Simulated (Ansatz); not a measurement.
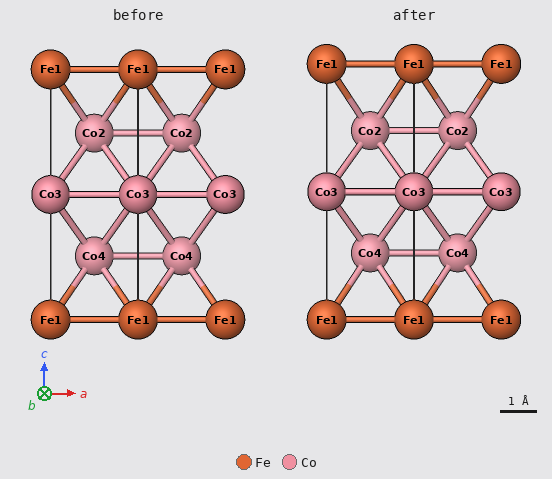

The structure of solid FeCo3 (set up in P4/mmm) before (left) and after (right) a relaxation, at one scale.

A ball-and-stick model of the cell of the calculation, repeated 2 × 1 × 1 with one cell outlined, seen along the b axis.

Case: dispersion relaxed: r2SCAN, rVV10.

The calculation used DFT r2SCAN+rVV10, scalar-relativistic, plane waves, PAW in Ansatz. (plane-wave cutoff 500 eV; k-point mesh 16 × 16 × 6; occupations gaussian; smearing width 0.1 eV; collinear spin; cell and atoms relaxed; force threshold 0.01 eV/Å; at most 60 steps)

**What changed between the two?**

After 5 accepted moves (6 points after the start) the energy has fallen by 35.1 meV per cell of the calculation. The largest force component goes from 0.44 to under 0.0001 eV/Å. Pressure: 4.40 GPa at the start and 0.03 GPa at the end. The SCF was repeated once at an unchanged geometry on a basis and grid sized afresh for the cell, which shifted the energy by 1.0 meV per cell of the calculation at most. The largest moves relative to the cell, 0.044 Å, are those of Co2 and Co4. Co2 goes along −c. Fe stays in place. The volume changes by +2.1 %, with a = b 2.466 → 2.465 Å (0.0 %), c 7.063 → 7.219 Å (+2.2 %). Near-neighbour distances that change, for instance: Fe1–Co2 2.505 → 2.565 Å, Co2–Co3 2.459 → 2.454 Å. The space group stays P4/mmm (No. 123). The run took 29 min on 1 thread of Intel(R) Xeon(R) Processor @ 2.50GHz (Skylake/Cascade Lake), with other jobs on the host, peak memory 1.4 GiB.
